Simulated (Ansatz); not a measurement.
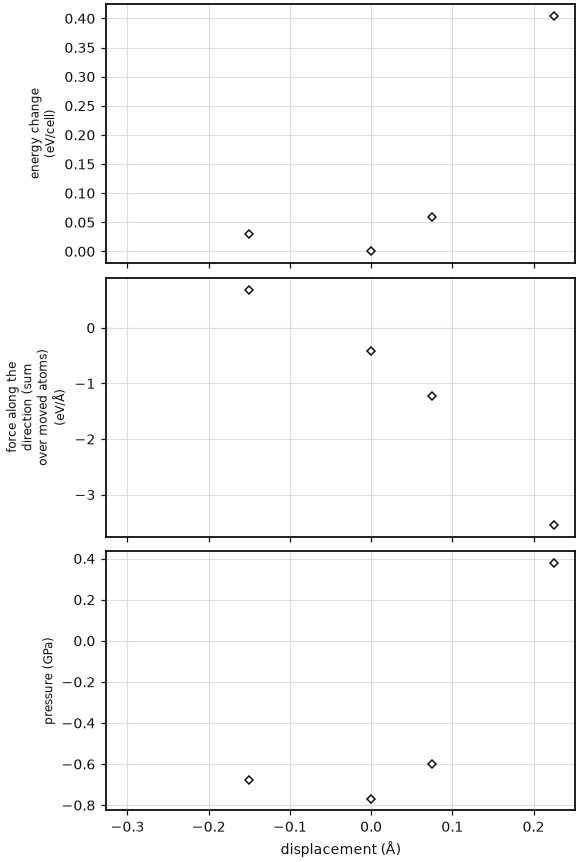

The figure shows the energy change, force along the direction (sum over moved atoms) and pressure against displacement for MgTe, space group P6_3mc (No. 186).

Structure:
```xyz
4
Lattice="4.5400 0.0000 0.0000 -2.2700 3.9318 0.0000 0.0000 0.0000 7.3950" Properties=species:S:1:pos:R:3 pbc="T T T"
Mg    0.0000    2.6212    0.0000
Mg    2.2700    1.3106    3.6975
Te    0.0000    2.6212    2.7361
Te    2.2700    1.3106    6.4336
```

Calculation (Ansatz 0.2.0): all atoms of one element of a crystal moved along a line, all else fixed, by plane-wave density functional theory with PAW datasets, free energies less that of the undisturbed cell, pressure positive in compression; scalar-relativistic. Level: LDA, no spin polarisation.

- wave cutoff: 420 eV
- k mesh: 9×9×4
- occupations: Gaussian
- smearing width: 0.05 eV
- k shift: (0, 0, 0) (mesh steps)
- start: as given
- moved element: Te
- direction: (0, 0, −1) (Cartesian unit vector)

The point at displacement −0.300 Å is left out of the plot. What does the calculation give there?

```json
{"displacement (Å)": "-0.300", "energy change (eV/cell)": "0.1795", "force along the direction (sum over moved atoms) (eV/Å)": "1.24", "pressure (GPa)": "-0.225"}
```

Note: odd k mesh can miss points on the zone edge; reference crystal is not relaxed.
